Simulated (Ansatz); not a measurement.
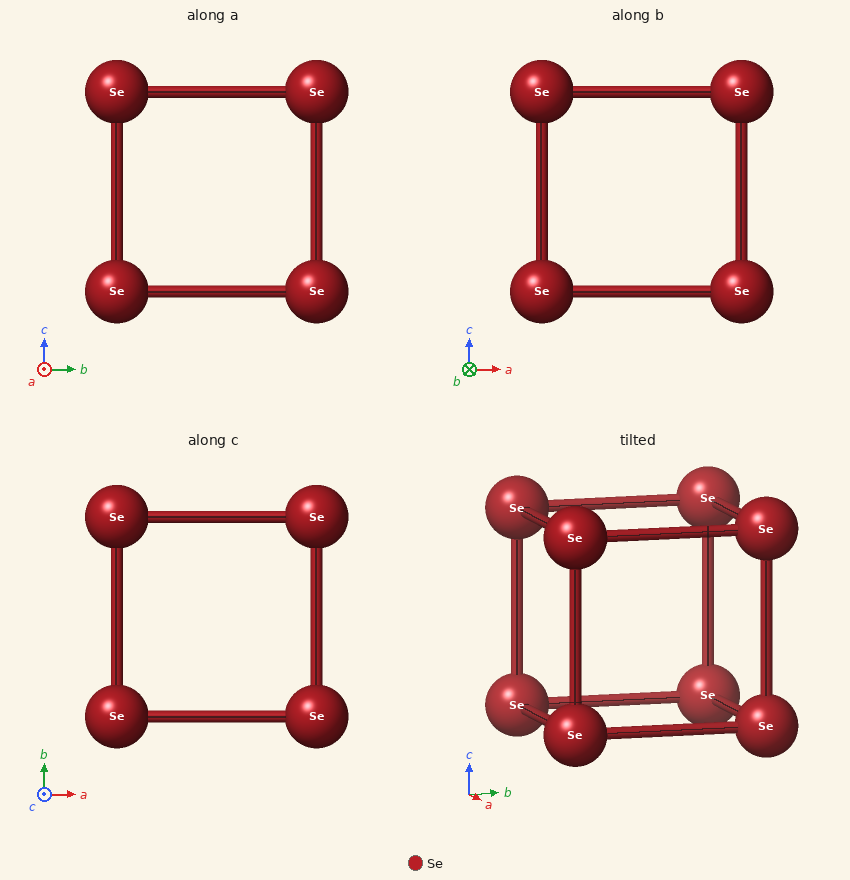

A ball-and-stick rendering, viewed along the a axis, along the b axis, along the c axis and slightly off an axis. The edges of the conventional unit cell are marked.

Lattice parameters: a = 2.831 Å, b = 2.831 Å, c = 2.831 Å, α = 90.00°, β = 90.00°, γ = 90.00°. Put a along x and b in the xy plane.

Q: Give the structure in the form of a POSCAR file.

A:
```
Se
1.0
     2.831    0.000    0.000
     0.000    2.831    0.000
     0.000    0.000    2.831
Se
1
Direct
  0.0000 0.0000 0.0000
```

The cell started as a structure type filled with this element by a generator (whether the element takes this form wasn't checked). Earlier steps of the study may have refined or changed the cell and positions. It went into a calculation with Ansatz.
